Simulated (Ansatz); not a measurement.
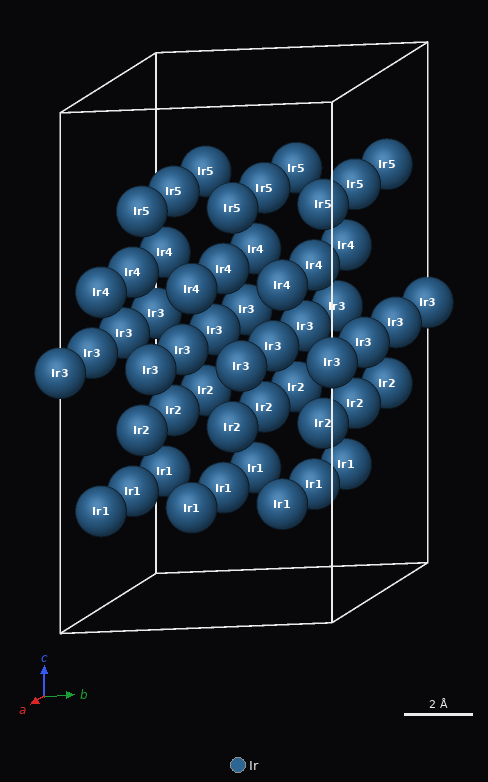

Fig. 1: The structure (spheres-only view of the 3 × 3 repeat of the cell, with the vacuum cut short, seen slightly off an axis; atoms are numbered from 1 in the order of the input). An atom can appear more than once, as a periodic image.

**What a change does: single-point calculation on Ir**

System: Ir (slab, 5 atoms in the cell).
Method of run A: DFT PBE, scalar-relativistic, plane waves, PAW, no spin polarisation (Ansatz 0.2.0).

The structure derives from an entry of the Crystallography Open Database. Text and figures count atoms from 1; the logs count them from 0 in places.

### Input, run A
```yaml
crystal:
  lattice:
    - [2.7369678024, 0.0, 0.0]
    - [-1.3684839012, 2.3702836462, 0.0]
    - [0.0, 0.0, 23.9388994111]
  atoms:
    - { symbol: Ir, position: [0.6666666667, 0.3333333333, 0.3132976112] }
    - { symbol: Ir, position: [0.3333333333, 0.6666666667, 0.4066488056] }
    - { symbol: Ir, position: [0.0, 0.0, 0.5] }
    - { symbol: Ir, position: [0.6666666667, 0.3333333333, 0.5933511944] }
    - { symbol: Ir, position: [0.3333333333, 0.6666666667, 0.6867023888] }
basis:
  ecutwfc: 300
kpoints:
  mp_grid: { grid: [15, 15, 1] }
hamiltonian:
  xc: pbe
scf:
  occupations: { method: gaussian, width: 0.1 }
output:
  forces: true
  stress: true
  eigenvalues: true
efield:
  axis: 3
  dipole_correction: true
  ramp_width: 0.04
```

Command:
```bash
ansatz run input.yaml --threads 1 --pin off --max-ram 2560MiB --backend cpu --events-out ev --progress --plain --runs-dir out
```

Hardware: 1 thread of Intel Xeon (Sapphire Rapids), 192 GiB of memory available, shared host.

### Output, shortened to warnings, some set-up lines, iterations and results (run A)
```
Warning: basis.ecutwfc = 300 eV is below the records' recommended 420 eV, and the density's cutoff is lower with it unless basis.ecutrho_ratio is high enough to keep the records' density cutoff: compare with a run at a higher cutoff
Basis set: ecut = 300 eV, 1795 PW (Γ), exchange–correlation on 32×32×288 points (8 copies of the dense FFT grid, shifted against one another)
Symmetry: 6 space group operations
k-points: 27 of 225 (time reversal used)
Initial density: superposition of atomic densities (neutral atoms: chi_scale 0, normalization atom), corrected by the library's trained network
[...]
SCF iter   1: F=—  HF=-59673.877809 eV  |F-HF|=—  |Δ(HF+E_count)|=         —  Δρ=1.19e-2  dr2=1.70e0  ethr=1.77e-3  p=0.000 e·Å  D=2.61e-13 V/Å  ΔV_dip=-0.00 eV  …
SCF iter   2: F=—  HF=-59673.861895 eV  |F-HF|=—  |Δ(HF+E_count)|=   1.59e-2  Δρ=7.08e-3  dr2=4.03e-1  ethr=1.77e-3  p=0.000 e·Å  D=7.15e-6 V/Å  ΔV_dip=-0.00 eV  …
SCF iter   3: F=—  HF=-59673.845615 eV  |F-HF|=—  |Δ(HF+E_count)|=   1.63e-2  Δρ=1.58e-3  dr2=2.01e-2  ethr=4.74e-4  p=-0.000 e·Å  D=-1.30e-7 V/Å  ΔV_dip=0.00 eV  …
SCF iter   4: F=—  HF=-59673.845031 eV  |F-HF|=—  |Δ(HF+E_count)|=   5.84e-4  Δρ=4.29e-4  dr2=4.70e-4  ethr=2.37e-5  p=0.000 e·Å  D=3.58e-6 V/Å  ΔV_dip=-0.00 eV  …
SCF iter   5: F=—  HF=-59673.845014 eV  |F-HF|=—  |Δ(HF+E_count)|=   1.71e-5  Δρ=1.29e-4  dr2=6.56e-5  ethr=5.53e-7  p=0.000 e·Å  D=1.54e-6 V/Å  ΔV_dip=-0.00 eV  …
SCF iter   6: F=—  HF=-59673.845047 eV  |F-HF|=—  |Δ(HF+E_count)|=   3.33e-5  Δρ=5.37e-5  dr2=8.10e-6  ethr=7.72e-8  p=0.000 e·Å  D=3.57e-7 V/Å  ΔV_dip=-0.00 eV  …
SCF iter   7: F=—  HF=-59673.845046 eV  |F-HF|=—  |Δ(HF+E_count)|=   1.44e-6  Δρ=1.52e-5  dr2=5.11e-7  ethr=9.53e-9  p=0.000 e·Å  D=1.50e-7 V/Å  ΔV_dip=-0.00 eV  …
SCF iter   8: F=—  HF=-59673.845046 eV  |F-HF|=—  |Δ(HF+E_count)|=   1.59e-7  Δρ=7.90e-6  dr2=1.72e-7  ethr=1.18e-10  p=0.000 e·Å  D=5.63e-8 V/Å  ΔV_dip=-0.00 eV  …
SCF iter   9: F=-59673.845046 eV  HF=-59673.845046 eV  |F-HF|=7.03e-8  |Δ(HF+E_count)|=   2.67e-7  Δρ=3.63e-6  dr2=1.99e-8  ethr=1.18e-10  p=0.000 e·Å  D=2.43e-8 V/Å  …
SCF 1 converged in 9 iterations: F = -59673.845046 eV  dr2 = 1.99e-8
SCF converged after 9 iterations
Free energy (F): -59673.845046 eV
Harris-Foulkes:  -59673.845046 eV  (|F-HF|=7.03e-8)
Internal energy: -59673.817851 eV  (E = F + TS)
E sigma→0 (E₀):  -59673.831448 eV
Entropy (-TS):   -0.027195 eV (-5.439 meV/atom)
Fermi energy:    8.682070 eV
Dipole field:    D = 0.000000 V/Å  (p = 0.000000 e·Å, saw-weighted, corrected)
Work function:   Φ+ = 5.5544 eV   Φ− = 5.5545 eV
Levels:          The Fermi level and band energies are counted from a zero that moves with the ramp; work functions are not
--- Per-component energies (eV) ---
  E_band       = -1836.175739
  E_kinetic    = 3109.292907
  E_local      = -122425.070428  (includes V_loc(G=0)·N_el)
  E_nonlocal   = 357.617625
  E_hartree    = 59886.362927
  E_xc         = -1335.798638
  E_vxc        = -1494.925184  (∫ρ·V_xc dr)
  E_paw        = -46113.800657  (= ΣΔE_a)
  E_vpaw       = -1155.837870  (= ΣTr[D̂ρ^β])
  E_aug_tail   = 0.002842  (compensation charges beyond the density's cutoff)
  E_efield     = 0.000000  (sawtooth field / dipole correction)
  E_vefield    = 0.000000  (∫n·V_field dr)
  E_ewald      = 46847.575572
  E_smearing   = -0.027195  (= −TS)
  E_closure    = -0.000000  (closes the sum)
  Σ components = -59673.845046   (vs F -59673.845046, Δ=0.00e0)
--- Forces (eV/Å), atoms counted from 1 ---
  atom   1  Ir     0.00000000    -0.00000000     0.50649157
  atom   2  Ir     0.00000000    -0.00000000    -0.34450332
  atom   3  Ir     0.00000000    -0.00000000    -0.00000004
  atom   4  Ir     0.00000000     0.00000000     0.34450328
  atom   5  Ir    -0.00000000     0.00000000    -0.50649177
  max |Σ_I F_I| component: 2.86e-7 eV/Å
--- Stress (GPa, compression-positive) ---
       -5.041378       0.000000       0.000000
       -0.000000      -5.041378       0.000000
       -0.000000       0.000000      -3.130579
  P = ⅓ Tr σ = -4.4044 GPa (-44.044 kbar)
```

The input of run B differs as follows (lines with − go, lines with + come):
```diff
-  ecutwfc: 300
+  ecutwfc: 420
+  write_density: true
+  write_potential: true
+  elf: true
+  volumetric_format: npy
```

What does this change do to the results?

The free energy of run B is 168.7 meV per atom lower, which measures how much it depends on this numerical setting. The largest force goes from 0.506 to 0.479 eV/Å. More plane waves can only lower the energy of a fixed Hamiltonian, so the higher cutoff gives the lower value. The SCF takes 8 iterations against 9. The plane waves at Γ go from 1795 to 3039. On the same kind of shared host run B took about 1.7 times as long.

### Output, shortened to warnings, some set-up lines, iterations and results (run B)
```
WARN: The output density's exchange-correlation potential varies sharply where the density is thin. Do not read a vacuum level from v_tot or v_xc, or from such a field of the output density. On a cell that repeats whose density bears no net charge and no dipole along the vacuum's axis use v_es (v_loc + v_h of the components); under efield.dipole_correction with no amplitude use v_es + v_field, …
Basis set: ecut = 420 eV, 3039 PW (Γ), exchange–correlation on 40×40×324 points (8 copies of the dense FFT grid, shifted against one another)
Symmetry: 6 space group operations
k-points: 27 of 225 (time reversal used)
Initial density: superposition of atomic densities (neutral atoms: chi_scale 0, normalization atom), corrected by the library's trained network
[...]
SCF iter   1: F=—  HF=-59674.714427 eV  |F-HF|=—  |Δ(HF+E_count)|=         —  Δρ=9.80e-3  dr2=1.66e0  ethr=1.77e-3  p=0.000 e·Å  D=5.24e-13 V/Å  ΔV_dip=-0.00 eV  …
SCF iter   2: F=—  HF=-59674.702316 eV  |F-HF|=—  |Δ(HF+E_count)|=   1.21e-2  Δρ=6.74e-3  dr2=4.05e-1  ethr=1.77e-3  p=-0.000 e·Å  D=-3.08e-5 V/Å  ΔV_dip=0.00 eV  …
SCF iter   3: F=—  HF=-59674.688786 eV  |F-HF|=—  |Δ(HF+E_count)|=   1.35e-2  Δρ=9.97e-4  dr2=5.73e-3  ethr=4.76e-4  p=-0.000 e·Å  D=-1.07e-5 V/Å  ΔV_dip=0.00 eV  …
SCF iter   4: F=—  HF=-59674.688348 eV  |F-HF|=—  |Δ(HF+E_count)|=   4.38e-4  Δρ=2.14e-4  dr2=3.98e-4  ethr=6.74e-6  p=0.000 e·Å  D=3.90e-6 V/Å  ΔV_dip=-0.00 eV  …
SCF iter   5: F=—  HF=-59674.688368 eV  |F-HF|=—  |Δ(HF+E_count)|=   1.92e-5  Δρ=6.96e-5  dr2=6.56e-6  ethr=4.68e-7  p=0.000 e·Å  D=1.48e-6 V/Å  ΔV_dip=-0.00 eV  …
SCF iter   6: F=—  HF=-59674.688346 eV  |F-HF|=—  |Δ(HF+E_count)|=   2.18e-5  Δρ=2.63e-5  dr2=5.52e-6  ethr=7.72e-9  p=-0.000 e·Å  D=-3.73e-7 V/Å  ΔV_dip=0.00 eV  …
SCF iter   7: F=—  HF=-59674.688345 eV  |F-HF|=—  |Δ(HF+E_count)|=   7.05e-7  Δρ=1.30e-5  dr2=5.29e-7  ethr=6.50e-9  p=-0.000 e·Å  D=-1.10e-7 V/Å  ΔV_dip=0.00 eV  …
SCF iter   8: F=-59674.688345 eV  HF=-59674.688345 eV  |F-HF|=6.31e-8  |Δ(HF+E_count)|=   8.42e-8  Δρ=5.99e-6  dr2=7.17e-8  ethr=1.18e-10  p=-0.000 e·Å  D=-4.28e-8 V/Å  …
SCF 1 converged in 8 iterations: F = -59674.688345 eV  dr2 = 7.17e-8
WARN: The output density's exchange-correlation potential varies sharply where the density is thin. Do not read a vacuum level from v_tot or v_xc, or from such a field of the output density. On a cell that repeats whose density bears no net charge and no dipole along the vacuum's axis use v_es …
SCF converged after 8 iterations
Free energy (F): -59674.688345 eV
Harris-Foulkes:  -59674.688345 eV  (|F-HF|=6.31e-8)
Internal energy: -59674.661329 eV  (E = F + TS)
E sigma→0 (E₀):  -59674.674837 eV
Entropy (-TS):   -0.027016 eV (-5.403 meV/atom)
Fermi energy:    8.687082 eV
Dipole field:    D = -0.000001 V/Å  (p = -0.000001 e·Å, saw-weighted, corrected)
Work function:   Φ+ = 5.5463 eV   Φ− = 5.5463 eV
[...]
```

### The two runs side by side

```csv
quantity,run A,run B
outcome,converged,converged
free energy per atom (eV),−11934.7690,−11934.9377
"energy per atom, smearing taken to zero (eV)",−11934.7663,−11934.9350
gap on the mesh (eV),0.00,0.00
work function (eV),5.55,5.55
largest force (eV/Å),0.506,0.479
SCF iterations,9,8
irreducible k-points,27,27
plane waves at Γ,1795,3039
wall time (shared host),14 s,24 s
```

For both runs: Spin–orbit coupling is left out, which matters for Ir. For run A: Warnings: the cutoff is below the recommended one. For run B: Warnings: the exchange-correlation potential is rough where the density is thin.
